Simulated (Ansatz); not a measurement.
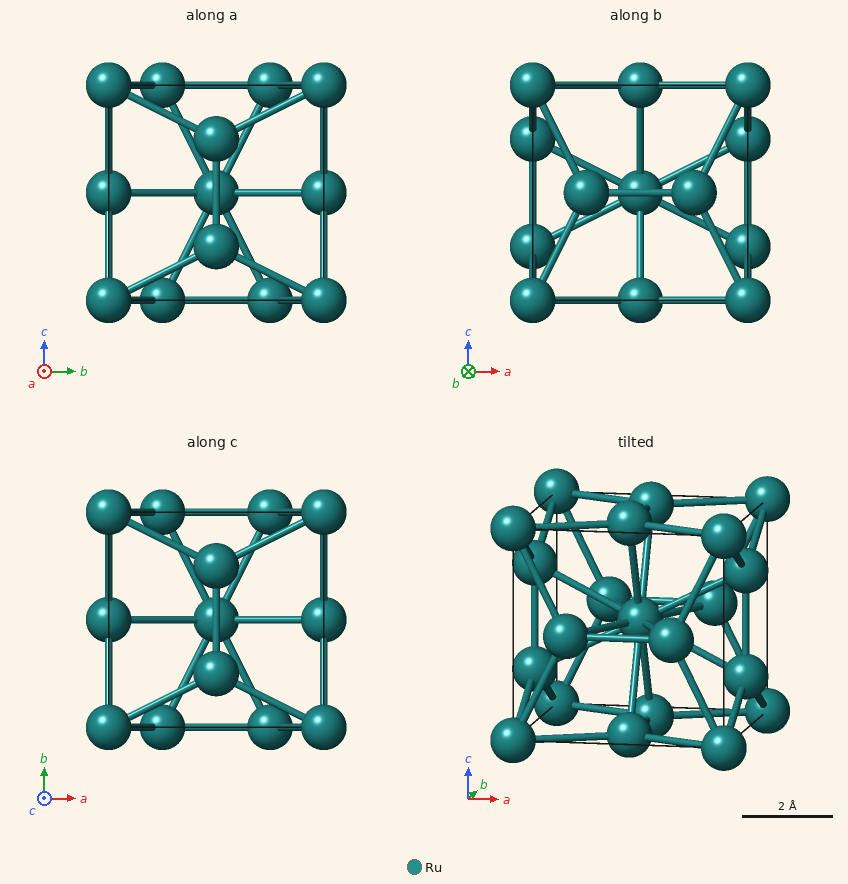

Figure: ball-and-stick view along the a axis, along the b axis, along the c axis and slightly off an axis. One conventional unit cell is framed, with atoms on its boundary repeated.

Lattice parameters: a = 4.8109 Å, b = 4.8109 Å, c = 4.8109 Å, α = 90.000°, β = 90.000°, γ = 90.000°.

Express the structure as a CIF in P1 with every atom of the cell.

Answer.
```cif
data_structure
_symmetry_space_group_name_H-M 'P 1'
_symmetry_Int_Tables_number 1
_cell_length_a 4.8109
_cell_length_b 4.8109
_cell_length_c 4.8109
_cell_angle_alpha 90.000
_cell_angle_beta 90.000
_cell_angle_gamma 90.000
_cell_volume 111.35
loop_
_atom_site_label
_atom_site_type_symbol
_atom_site_fract_x
_atom_site_fract_y
_atom_site_fract_z
_atom_site_occupancy
Ru1 Ru 0.5000 0.5000 0.5000 1
Ru2 Ru 0.0000 0.0000 0.0000 1
Ru3 Ru 0.2500 0.0000 0.5000 1
Ru4 Ru 0.5000 0.2500 0.0000 1
Ru5 Ru 0.5000 0.7500 0.0000 1
Ru6 Ru 0.7500 0.0000 0.5000 1
Ru7 Ru 0.0000 0.5000 0.7500 1
Ru8 Ru 0.0000 0.5000 0.2500 1
```

The initial geometry was a textbook structure type filled with this element (whether it is the usual form wasn't checked). The geometry is the end of a relaxation with DFT r2SCAN, scalar-relativistic, plane waves, PAW (Ansatz).
